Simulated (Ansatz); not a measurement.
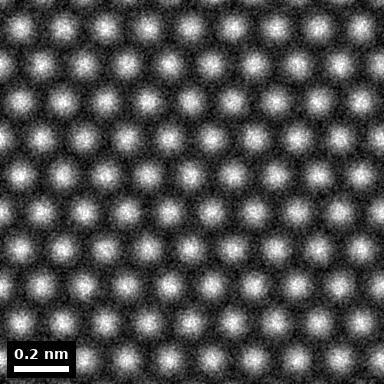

An image along [111] of one of the structures below (computed or model cells, partly hypothetical, each in its standard cell). Simulated as the projected potential of neutral atoms (B = 0.3 Å²) blurred by a 0.58 Å probe, the thin-sample limit of integrated differential phase contrast. Shot noise was added.

A. Si
Space group Pm-3m (No. 221). a = 2.523 Å, b = 2.523 Å, c = 2.523 Å, α = 90.00°, β = 90.00°, γ = 90.00°
```json
{"atom": "Si", "site": "1a", "symmetry": "m-3m", "x": "0.0000", "y": "0.0000", "z": "0.0000"}
```

B. Si
Space group Fd-3m:1 (No. 227). a = 5.445 Å, b = 5.445 Å, c = 5.445 Å, α = 90.00°, β = 90.00°, γ = 90.00°
| atom | site | symmetry | x | y | z |
| --- | --- | --- | --- | --- | --- |
| Si | 8a | -43m | 0.0000 | 0.0000 | 0.0000 |

C. Si
Space group Pm-3n (No. 223). a = 4.931 Å, b = 4.931 Å, c = 4.931 Å, α = 90.00°, β = 90.00°, γ = 90.00°
| atom | site | symmetry | x | y | z |
| --- | --- | --- | --- | --- | --- |
| Si | 2a | m-3. | 0.0000 | 0.0000 | 0.0000 |
| Si | 6c | -4m.2 | 0.2500 | 0.0000 | 0.5000 |

D. Si
Space group Fm-3m (No. 225). a = 3.801 Å, b = 3.801 Å, c = 3.801 Å, α = 90.00°, β = 90.00°, γ = 90.00°
```tsv
atom	site	symmetry	x	y	z
Si	4a	m-3m	0.0000	0.0000	0.0000
```

Which of them gives this image?

D, Si. Along [111] the projected cells are A 2.06 × 2.06 Å, 120°; B 2.22 × 2.22 Å, 120°; C 4.03 × 4.03 Å, 120°; D 1.55 × 1.55 Å, 120°. The image repeats as D does.

Structure D: coordinates from a relaxation with DFT, r2SCAN, plane waves (500 eV) with PAW, scalar-relativistic (Ansatz); the starting structure was generated, so it need not be a known form of this composition.
